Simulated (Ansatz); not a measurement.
**A series of single points on Os**

System: Os (Fm-3m, 1 atom in the cell).
Method: Kohn-Sham DFT of a periodic cell, PBE, Ansatz PAW, no spin polarisation (Ansatz 0.2.0).

The 6 runs differ only in the geometry, by an even scaling of the cell at fixed fractional positions. The structure derives from an entry of the Crystallography Open Database.

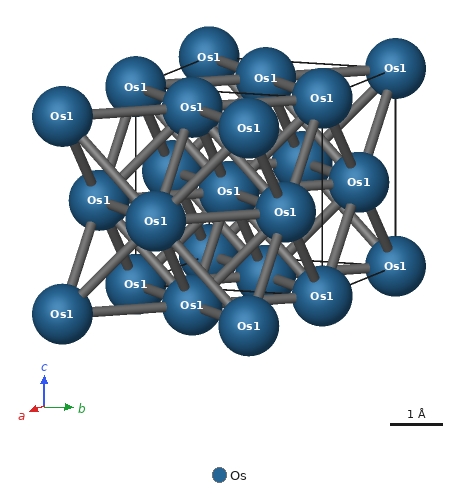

Figure 1. The structure of run 4 (ball-and-stick view of the cell 4 times as large as that of the calculation, set on its symmetry axes, repeated 2 × 1 × 1, seen slightly off an axis; atoms are numbered from 1 in the order of the input).

## Input of run 4
```yaml
crystal:
  lattice:
    - [0.0, 1.9578811701, 1.9578811701]
    - [1.9578811701, 0.0, 1.9578811701]
    - [1.9578811701, 1.9578811701, 0.0]
  atoms:
    - { symbol: Os, position: [0.0, 0.0, 0.0] }
hamiltonian:
  xc: pbe
  pseudopotentials: { kind: paw }
kpoints:
  mp_grid: { grid: [12, 12, 12] }
scf:
  occupations: { method: fermi_dirac, width: 0.05 }
output:
  forces: true
  stress: true
  eigenvalues: true
```

Command:
```bash
ansatz run input.yaml --threads 1 --pin off --max-ram 2560MiB --backend cpu --events-out ev --progress --plain --runs-dir out
```

Lattice vectors (Å) and fractional positions of run 4:
```
   0.000000    1.957881    1.957881
   1.957881    0.000000    1.957881
   1.957881    1.957881    0.000000
Os  0.000000  0.000000  0.000000
```

Run 3 differs from it as follows:
```diff
-    - [0.0, 1.9578811701, 1.9578811701]
-    - [1.9578811701, 0.0, 1.9578811701]
-    - [1.9578811701, 1.9578811701, 0.0]
+    - [0.0, 1.945, 1.945]
+    - [1.945, 0.0, 1.945]
+    - [1.945, 1.945, 0.0]
```

## Results, with one run withheld

```csv
run,volume per atom (Å³),"free energy per atom, from the lowest run given (meV)",pressure (GPa)
1,13.833,20.61,14.65
2,14.422,0.00,−2.74
3,14.716,?,?
4,15.010,36.23,−16.44
5,15.305,71.77,−22.14
6,15.599,117.16,−27.18
```

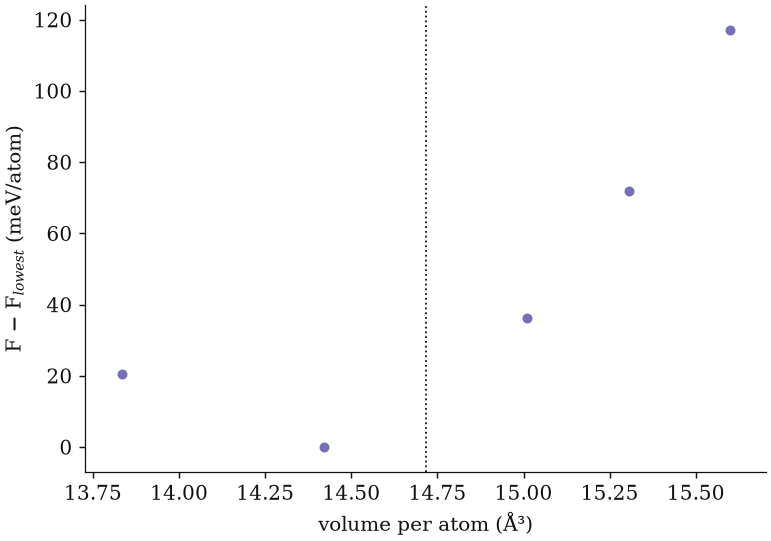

Figure 2. Free energy per atom of the runs given; the dotted line marks run 3.

Fit the runs given and predict run 3.

A cubic polynomial in V^(−2/3) (the Birch–Murnaghan form), fitted to the 5 runs given, misses them by at most 0.04 meV per atom. With x = V^(−2/3) − 0.16581 Å⁻², it reads F = 18.413 − 10168 x + 1.3265e+06 x² + 3.4152e+06 x³ (meV per atom). At run 3 it gives 11.84 meV per atom, and the run itself gives 11.83. The slope of the fit gives a pressure −dF/dV of −10.00 GPa there, and the run prints −10.00 GPa. The fit has its minimum at 14.319 Å³ per atom, where V d²F/dV² gives 391 GPa: the bulk modulus at this level, since symmetry fixes the shape and the positions.

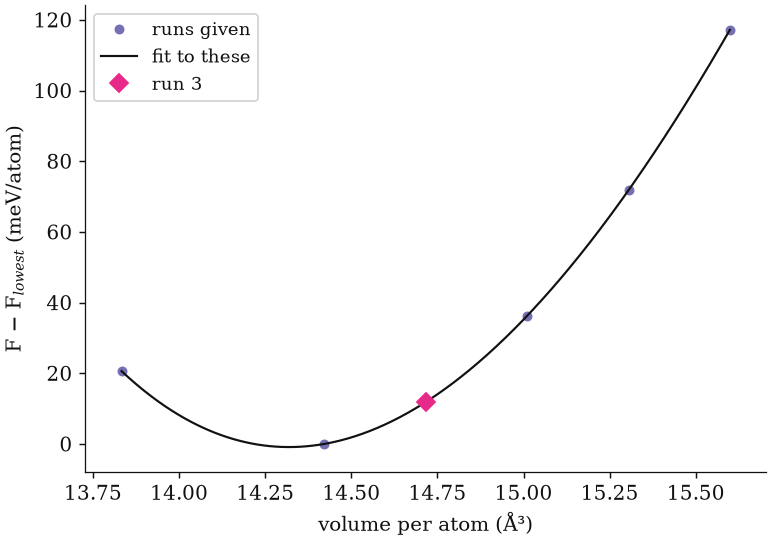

Figure 3. The fit and the withheld run.

## Output, shortened to warnings, some set-up lines, iterations and results (run 3)
```
Basis set: ecut = 420 eV, 283 PW (Γ), exchange–correlation on 40×40×40 points (8 copies of the dense FFT grid, shifted against one another)
Symmetry: 48 space group operations
k-points: 72 of 1728
Initial density: superposition of atomic densities (neutral atoms: chi_scale 0, normalization atom), corrected by the library's trained network
[...]
SCF iter   1: F=—  HF=-11384.415988 eV  |F-HF|=—  |Δ(HF+E_count)|=         —  Δρ=4.76e-3  dr2=5.82e-4  ethr=1.77e-3  ⟨swp⟩=5.1  Hψ=4410  notcnv=0
SCF iter   2: F=—  HF=-11384.416192 eV  |F-HF|=—  |Δ(HF+E_count)|=   2.04e-4  Δρ=2.42e-3  dr2=1.36e-4  ethr=3.63e-6  ⟨swp⟩=2.2  Hψ=1694  notcnv=0
SCF iter   3: F=—  HF=-11384.416507 eV  |F-HF|=—  |Δ(HF+E_count)|=   3.16e-4  Δρ=5.88e-4  dr2=2.98e-5  ethr=8.51e-7  ⟨swp⟩=2.1  Hψ=1186  notcnv=0
SCF iter   4: F=—  HF=-11384.416507 eV  |F-HF|=—  |Δ(HF+E_count)|=   3.71e-7  Δρ=9.95e-5  dr2=1.26e-6  ethr=1.86e-7  ⟨swp⟩=2.5  Hψ=1249  notcnv=0
SCF iter   5: F=-11384.416506 eV  HF=-11384.416506 eV  |F-HF|=1.94e-9  |Δ(HF+E_count)|=   3.62e-7  Δρ=1.74e-5  dr2=1.85e-8  ethr=7.87e-9  ⟨swp⟩=2.4  Hψ=1255  notcnv=0
SCF iter   6: F=-11384.416506 eV  HF=-11384.416506 eV  |F-HF|=6.55e-11  |Δ(HF+E_count)|=   1.04e-9  Δρ=1.22e-6  dr2=1.53e-10  ethr=1.15e-10  ⟨swp⟩=2.2  Hψ=2685  notcnv=0
SCF 1 converged in 6 iterations: F = -11384.416506 eV  dr2 = 1.53e-10
SCF converged after 6 iterations
Free energy (F): -11384.416506 eV
Harris-Foulkes:  -11384.416506 eV  (|F-HF|=6.55e-11)
Internal energy: -11384.412076 eV  (E = F + TS)
E sigma→0 (E₀):  -11384.414291 eV
Entropy (-TS):   -0.004430 eV (-4.430 meV/atom)
Fermi energy:    24.437172 eV
--- Per-component energies (eV) ---
  E_band       = -86.545460
  E_kinetic    = 560.478344
  E_local      = -832.797151  (includes V_loc(G=0)·N_el)
  E_nonlocal   = -2.231440
  E_hartree    = 340.256102
  E_xc         = -266.178905
  E_vxc        = -283.347803  (∫ρ·V_xc dr)
  E_paw        = -9011.545690  (= ΣΔE_a)
  E_vpaw       = -209.159156  (= ΣTr[D̂ρ^β])
  E_aug_tail   = -0.000091  (compensation charges beyond the density's cutoff)
  E_ewald      = -2172.393244
  E_smearing   = -0.004430  (= −TS)
  E_closure    = 0.000000  (closes the sum)
  Σ components = -11384.416506   (vs F -11384.416506, Δ=0.00e0)
--- Forces (eV/Å), atoms counted from 1 ---
  atom   1  Os    -0.00000000    -0.00000000     0.00000000
  max |Σ_I F_I| component: 8.63e-32 eV/Å
--- Stress (GPa, compression-positive) ---
      -10.001085       0.000000       0.000000
        0.000000     -10.001085       0.000000
        0.000000      -0.000000     -10.001085
  P = ⅓ Tr σ = -10.0011 GPa (-100.011 kbar)
```

Notes: Spin–orbit coupling is left out, which matters for Os.
